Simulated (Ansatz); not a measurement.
Run report: Ta₂N, geometry relaxation (part 1 of 3)

- system: Ta₂N (P-31m, 9 atoms in the cell)
- method: DFT LDA, scalar-relativistic, plane waves, PAW, no spin polarisation (Ansatz 0.2.0)

The structure derives from a Materials Project entry. It belongs to a series of runs on one base structure; here: relaxed under LDA.

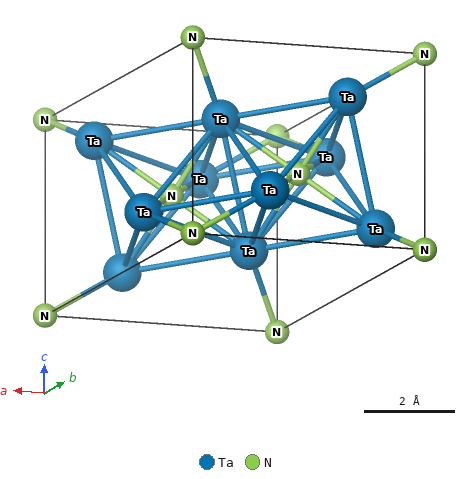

**Figure 1.** The structure as given in the input (ball-and-stick view of the cell of the calculation, seen at an oblique angle). An atom can appear more than once, as a periodic image. Near neighbours in the periodic cell (some may lie outside the picture): Ta has 3 N at 2.13 to 2.15 Å and 12 Ta at 3.00 to 3.04 Å; N has 6 Ta at 2.13 to 2.15 Å.

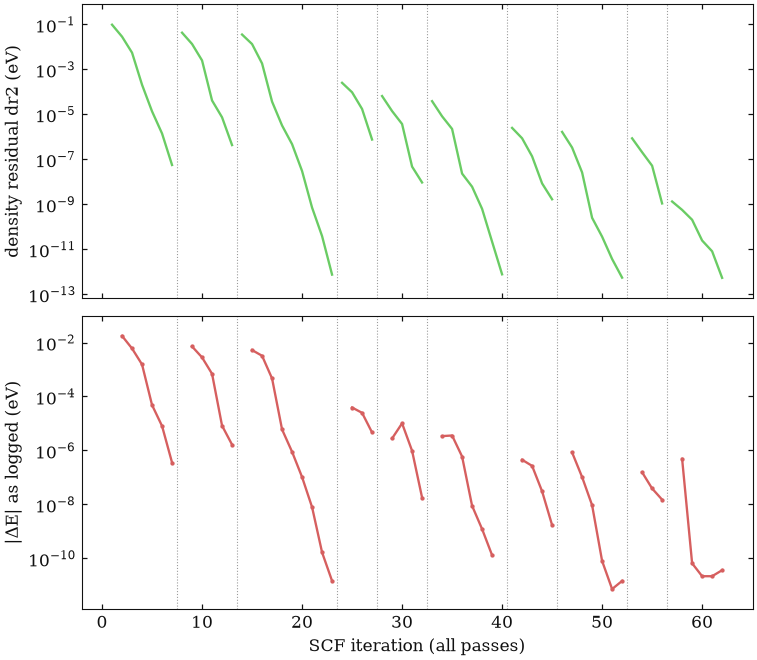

**Figure 2.** Convergence of the self-consistent field: density residual dr2 and size of the energy change against the SCF iteration. The dotted lines part the SCF passes of the relaxation: geometry steps, rejected trials and re-solves on a re-selected basis. The 10 passes take 4 to 10 iterations each, 62 in all.

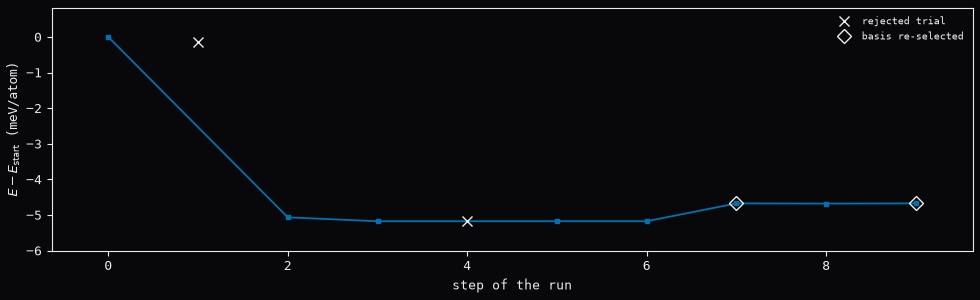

**Figure 3.** Progress of the relaxation, step by step (the first geometry is step 0 here and step 1 in the log).

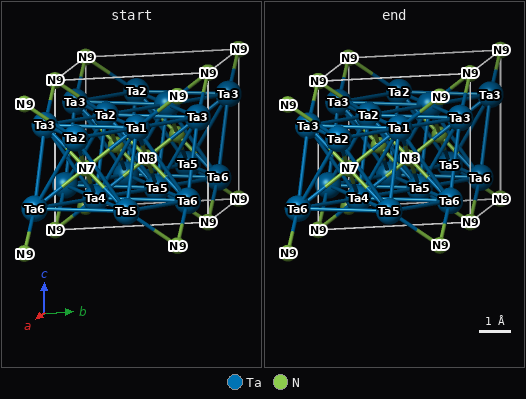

**Figure 4.** Before (left) and after (right) the relaxation, at one scale (ball-and-stick view of the cell of the calculation, repeated 2 × 1 × 1, seen slightly off an axis). After 7 geometry steps the energy has fallen by 4.7 meV per atom. The largest force component goes from 0.049 to 0.00012 eV/Å. The pressure goes from −5.89 to 0.00 GPa. The line search rejected the trial steps at points 1, 4 (counted from 0) and went back. 1 further SCF at an unchanged geometry re-selected the plane-wave basis for the new cell. No atom moves by more than 0.005 Å relative to the cell. The drawn cell changes as follows: a = b 5.264 → 5.229 Å (−0.7 %), c 4.915 → 4.886 Å (−0.6 %); the volume changes by −1.9 %. Among the contacts that change: Ta1–Ta2 3.041 → 3.020 Å, Ta1–Ta4 3.001 → 2.983 Å, Ta1–N7 2.150 → 2.136 Å, Ta1–N9 2.133 → 2.120 Å. The space group stays P-31m (No. 162). The energy change given includes the shifts at the re-selections in mid-walk, which come without any move. A last SCF at the same geometry on a re-selected plane-wave basis shifts the energy by +0.0 meV per atom. (Atoms are counted from 1 in the order of the input.)

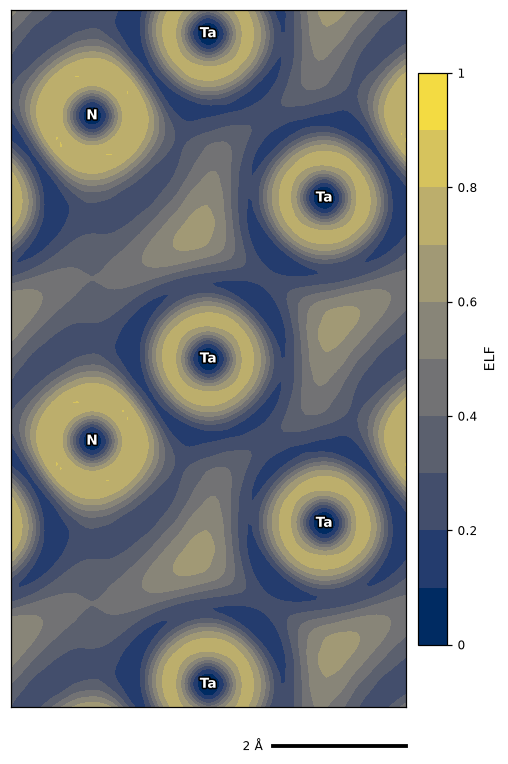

**Figure 5.** Electron localisation function on the (010) plane of the conventional cell. The section cuts through Ta and N sites. Ta–N (2.14 Å): the ELF peaks at about 0.80 in the valence shell of N, 0.6 Å from its nucleus, and drops to about 0.20 between the two atoms; a polar contact without a shared pair, in a metal. Ta–Ta (2.98 Å): the ELF is about 0.25 at the midpoint; no shared electron pair. Ta–Ta (3.02 Å): the ELF is about 0.25 at the midpoint (no shared electron pair).5. The strong features right at Ta lie inside the PAW spheres (semicore, d or f shells) and say nothing about bonding. The fields are those of the smooth PAW valence density.

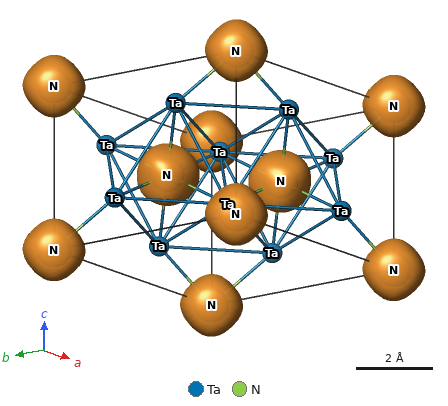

**Figure 6.** Isosurface of the ELF at 0.7 (orange), seen at an oblique angle. Only the valence region is drawn (cores and ρ < 0.01 e/Å³ removed). Sticks mark near contacts. The outline is the cell set on symmetry axes. Profiles from the grid: Ta–N (2.12 Å): the ELF peaks at about 0.80 in the valence shell of N, 0.6 Å from its nucleus, and drops to about 0.20 between the two atoms (a polar contact without a shared pair, in a metal). Ta–Ta (2.98 Å): the ELF is about 0.25 at the midpoint; no localised pair between them.

The input and output of the run follow.

### Input
```yaml
crystal:
  lattice:
    - [5.2641314564, 0.0, 0.0]
    - [-2.6320657282, 4.5588715701, 0.0]
    - [0.0, 0.0, 4.914582638]
  atoms:
    - { symbol: Ta, position: [0.6670348858, 0.6670348858, 0.7526441534] }
    - { symbol: Ta, position: [0.0, 0.3329651142, 0.7526441534] }
    - { symbol: Ta, position: [0.3329651142, 0.0, 0.7526441534] }
    - { symbol: Ta, position: [0.3329651142, 0.3329651142, 0.2473558466] }
    - { symbol: Ta, position: [0.0, 0.6670348858, 0.2473558466] }
    - { symbol: Ta, position: [0.6670348858, 0.0, 0.2473558466] }
    - { symbol: "N", position: [0.6666666667, 0.3333333333, 0.5] }
    - { symbol: "N", position: [0.3333333333, 0.6666666667, 0.5] }
    - { symbol: "N", position: [0.0, 0.0, 0.0] }
basis:
  ecutwfc: 420
kpoints:
  mp_grid: { grid: [12, 12, 8] }
hamiltonian:
  xc: lda
scf:
  occupations: { method: fermi_dirac, width: 0.15 }
output:
  forces: true
  stress: true
  eigenvalues: true
  write_density: true
  write_potential: true
  elf: true
  volumetric_format: npy
relax:
  adjacent_minimum: "off"
  f_tol: 0.001
  max_steps: 60
  cell: { stress_tol: 0.01 }
```

Run as:
```bash
ansatz run input.yaml --threads 2 --pin off --max-ram 6144MiB --backend cpu --events-out ev --progress --plain --runs-dir out
```

### What the program printed
```
band count auto-derived: 58 (N_el = 93.0; filled up to band 47; 56 by the electrons, moments and atoms)
Engine: ansatz 0.2.0, x86_64-unknown-linux-gnu
Pseudopotentials: kind: paw
Pseudopotential: Ta, paw, valence charge 13, recommended cutoff 420 eV (normal), Ta.paw.azcp
Pseudopotential: N, paw, valence charge 5, recommended cutoff 420 eV (normal), N.paw.azcp
Functional definition: SPW92
  exchange = slater_x
  correlation = pw_c
Crystal: 9 atoms, lattice volume = 117.943 Å³
Basis set: ecut = 420 eV, 2303 PW (Γ)
Bands: 58, of which v1, the nominal top of the filled ones, is band 47 counted from 1 (46 counted from 0)
Symmetry: 12 space group operations
Space group: P-31m (ITA 162), of the structure as read, at distance tolerance 4.9e-5 Å
k-points: 131 of 1152
Non-local potential: Ta, projectors of the file, l = 0: 3, l = 1: 2, l = 2: 2, l = 3: 1
Non-local potential: N, projectors of the file, l = 0: 2, l = 1: 2, l = 2: 1
PAW form: soft (Blöchl's): semilocal exchange-correlation on the pseudo side does not see the compensation charge
PAW frozen core: Ta, regenerated for the run's functional, and the local potential with it (the file was generated under x = pbe(κ = 0.804, μ = 0.2195149727645171), c = pbe(β = 0.06672455060314922))
PAW frozen core: N, regenerated for the run's functional, and the local potential with it (the file was generated under x = pbe(κ = 0.804, μ = 0.2195149727645171), c = pbe(β = 0.06672455060314922))
PAW one-centre angular grid: Ta, 590 points (default); XC on 64 Gauss nodes
PAW one-centre angular grid: N, 110 points (default); XC on 64 Gauss nodes
Initial density: superposition of atomic densities (neutral atoms: chi_scale 0, normalization atom), corrected by the library's trained network
Initial wavefunctions: pseudopotential atomic-orbital guess
Functional: x = slater, c = lda
SCF iter   1: F=—  HF=-59227.227446 eV  |F-HF|=—  |Δ(HF+E_count)|=         —  Δρ=9.35e-3  dr2=9.73e-2  ethr=1.77e-3  ⟨swp⟩=5.1  Hψ=28564  notcnv=0
preconditioner: auto → Kerker (q_TF=auto, 2.622 Å⁻¹)  [metal: Δε(μ)=0.022 eV  Ē_g=8.234 eV  σ=0.150 eV  W_gap=0.04  n_scr=28 (ndim 8)  ℏωp=22.9 eV  f_vac=0.000  D(μ)=3.30/eV (n_scr^D=20)]
SCF iter   2: F=—  HF=-59227.209815 eV  |F-HF|=—  |Δ(HF+E_count)|=   1.76e-2  Δρ=4.96e-3  dr2=2.86e-2  ethr=1.05e-4  ⟨swp⟩=2.5  Hψ=10710  notcnv=0
SCF iter   3: F=—  HF=-59227.203794 eV  |F-HF|=—  |Δ(HF+E_count)|=   6.02e-3  Δρ=1.95e-3  dr2=5.54e-3  ethr=3.08e-5  ⟨swp⟩=2.0  Hψ=8812  notcnv=0
SCF iter   4: F=—  HF=-59227.202258 eV  |F-HF|=—  |Δ(HF+E_count)|=   1.54e-3  Δρ=3.70e-4  dr2=2.07e-4  ethr=5.96e-6  ⟨swp⟩=2.0  Hψ=10406  notcnv=0
SCF iter   5: F=—  HF=-59227.202210 eV  |F-HF|=—  |Δ(HF+E_count)|=   4.82e-5  Δρ=1.14e-4  dr2=1.36e-5  ethr=2.22e-7  ⟨swp⟩=2.0  Hψ=10496  notcnv=0
SCF iter   6: F=—  HF=-59227.202202 eV  |F-HF|=—  |Δ(HF+E_count)|=   8.06e-6  Δρ=3.54e-5  dr2=1.41e-6  ethr=1.46e-8  ⟨swp⟩=2.0  Hψ=10767  notcnv=0
SCF iter   7: F=-59227.202202 eV  HF=-59227.202202 eV  |F-HF|=2.90e-8  |Δ(HF+E_count)|=   3.55e-7  Δρ=6.65e-6  dr2=5.60e-8  ethr=1.08e-10  ⟨swp⟩=10.9  Hψ=53946  notcnv=0
SCF 1 converged in 7 iterations: F = -59227.202202 eV  dr2 = 5.60e-8
  greatest PAW one-centre occupation: 1.000 electrons in one spin orbital (limit 2), on the Ta atom at site 5 (counted from 0), in its partial waves of l = 0
relax step   1: F+E_penalty+E_count = -59227.20220176 eV  Δ(F+E_penalty+E_count) = +0.000e0 eV  max|allowed force component| = 4.857e-2 eV/Å  Δτ_max = 0.0000 Å  P = -5.889 GPa  Ω = 117.943 Å³  (7 SCF iters, dr2 threshold 1.00e-7 eV, accepted)
Crystal: 9 atoms, lattice volume = 113.566 Å³
Basis set: ecut = 420 eV, 2183 PW (Γ)
Initial density: handed on by an earlier stage of this run
Initial wavefunctions: those handed on with the density
iter 1 solved again at ethr=4.41e-5 eV; its pass at ethr=3.10e-3 eV (dr2=4.10e-2 eV) is discarded
SCF iter   1: F=—  HF=-59227.214186 eV  |F-HF|=—  |Δ(HF+E_count)|=         —  Δρ=4.76e-3  dr2=4.29e-2  ethr=4.41e-5  ⟨swp⟩=1.0  Hψ=36523  notcnv=0
preconditioner: auto → Kerker (q_TF=auto, 2.639 Å⁻¹)  [metal: Δε(μ)=0.007 eV  Ē_g=8.516 eV  σ=0.150 eV  W_gap=0.01  n_scr=28 (ndim 8)  ℏωp=23.4 eV  f_vac=0.000  D(μ)=3.11/eV (n_scr^D=20)]
SCF iter   2: F=—  HF=-59227.207049 eV  |F-HF|=—  |Δ(HF+E_count)|=   7.14e-3  Δρ=1.98e-3  dr2=1.35e-2  ethr=4.41e-5  ⟨swp⟩=2.0  Hψ=9325  notcnv=0
SCF iter   3: F=—  HF=-59227.204242 eV  |F-HF|=—  |Δ(HF+E_count)|=   2.81e-3  Δρ=8.26e-4  dr2=2.50e-3  ethr=1.45e-5  ⟨swp⟩=2.0  Hψ=8959  notcnv=0
SCF iter   4: F=—  HF=-59227.203549 eV  |F-HF|=—  |Δ(HF+E_count)|=   6.93e-4  Δρ=1.55e-4  dr2=4.14e-5  ethr=2.69e-6  ⟨swp⟩=2.0  Hψ=9971  notcnv=0
SCF iter   5: F=—  HF=-59227.203541 eV  |F-HF|=—  |Δ(HF+E_count)|=   8.27e-6  Δρ=8.57e-5  dr2=7.39e-6  ethr=4.45e-8  ⟨swp⟩=2.0  Hψ=10956  notcnv=0
SCF iter   6: F=-59227.203539 eV  HF=-59227.203539 eV  |F-HF|=1.64e-7  |Δ(HF+E_count)|=   1.64e-6  Δρ=1.92e-5  dr2=4.30e-7  ethr=9.68e-10  ⟨swp⟩=10.6  Hψ=59092  notcnv=0
SCF 2 converged in 6 iterations: F = -59227.203539 eV  dr2 = 4.30e-7
relax step   2: F+E_penalty+E_count = -59227.20353922 eV  Δ(F+E_penalty+E_count) = -1.337e-3 eV  max|allowed force component| = 2.705e-1 eV/Å  Δτ_max = 0.0128 Å  P = +6.096 GPa  Ω = 113.566 Å³  energy of the carried Pulay correction = +9.699e-3 eV  (6 SCF iters, dr2 threshold 9.00e-7 eV, rejected (line search))
Crystal: 9 atoms, lattice volume = 115.934 Å³
Basis set: ecut = 420 eV, 2255 PW (Γ)
iter 1 solved again at ethr=3.79e-5 eV; its pass at ethr=3.10e-3 eV (dr2=3.52e-2 eV) is discarded
SCF iter   1: F=—  HF=-59227.256745 eV  |F-HF|=—  |Δ(HF+E_count)|=         —  Δρ=3.36e-3  dr2=3.55e-2  ethr=3.79e-5  ⟨swp⟩=1.0  Hψ=35656  notcnv=0
preconditioner: auto → Kerker (q_TF=auto, 2.630 Å⁻¹)  [metal: Δε(μ)=0.007 eV  Ē_g=8.385 eV  σ=0.150 eV  W_gap=0.01  n_scr=28 (ndim 8)  ℏωp=23.1 eV  f_vac=0.000  D(μ)=3.26/eV (n_scr^D=20)]
SCF iter   2: F=—  HF=-59227.251496 eV  |F-HF|=—  |Δ(HF+E_count)|=   5.25e-3  Δρ=1.77e-3  dr2=1.34e-2  ethr=3.79e-5  ⟨swp⟩=1.8  Hψ=7871  notcnv=0
SCF iter   3: F=—  HF=-59227.248267 eV  |F-HF|=—  |Δ(HF+E_count)|=   3.23e-3  Δρ=9.35e-4  dr2=1.84e-3  ethr=1.44e-5  ⟨swp⟩=2.0  Hψ=9688  notcnv=0
SCF iter   4: F=—  HF=-59227.247801 eV  |F-HF|=—  |Δ(HF+E_count)|=   4.66e-4  Δρ=1.56e-4  dr2=3.69e-5  ethr=1.97e-6  ⟨swp⟩=2.0  Hψ=10555  notcnv=0
SCF iter   5: F=—  HF=-59227.247795 eV  |F-HF|=—  |Δ(HF+E_count)|=   5.99e-6  Δρ=4.75e-5  dr2=3.20e-6  ethr=3.96e-8  ⟨swp⟩=2.0  Hψ=10345  notcnv=0
SCF iter   6: F=—  HF=-59227.247795 eV  |F-HF|=—  |Δ(HF+E_count)|=   8.92e-7  Δρ=2.07e-5  dr2=4.74e-7  ethr=3.44e-9  ⟨swp⟩=2.0  Hψ=10647  notcnv=0
SCF iter   7: F=—  HF=-59227.247794 eV  |F-HF|=—  |Δ(HF+E_count)|=   1.03e-7  Δρ=3.85e-6  dr2=3.02e-8  ethr=5.10e-10  ⟨swp⟩=2.0  Hψ=10438  notcnv=0
SCF iter   8: F=—  HF=-59227.247794 eV  |F-HF|=—  |Δ(HF+E_count)|=   7.92e-9  Δρ=6.10e-7  dr2=7.14e-10  ethr=3.25e-11  ⟨swp⟩=2.0  Hψ=10290  notcnv=0
SCF iter   9: F=—  HF=-59227.247794 eV  |F-HF|=—  |Δ(HF+E_count)|=  1.67e-10  Δρ=1.14e-7  dr2=3.86e-11  ethr=1.00e-12  ⟨swp⟩=2.0  Hψ=10346  notcnv=0
SCF iter  10: F=-59227.247794 eV  HF=-59227.247794 eV  |F-HF|=7.28e-12  |Δ(HF+E_count)|=  1.46e-11  Δρ=2.36e-8  dr2=7.45e-13  ethr=1.00e-12  ⟨swp⟩=7.1  Hψ=33681  notcnv=0
SCF 3 converged in 10 iterations: F = -59227.247794 eV  dr2 = 7.45e-13
  greatest PAW one-centre occupation: 1.000 electrons in one spin orbital (limit 2), on the Ta atom at site 4 (counted from 0), in its partial waves of l = 0
```
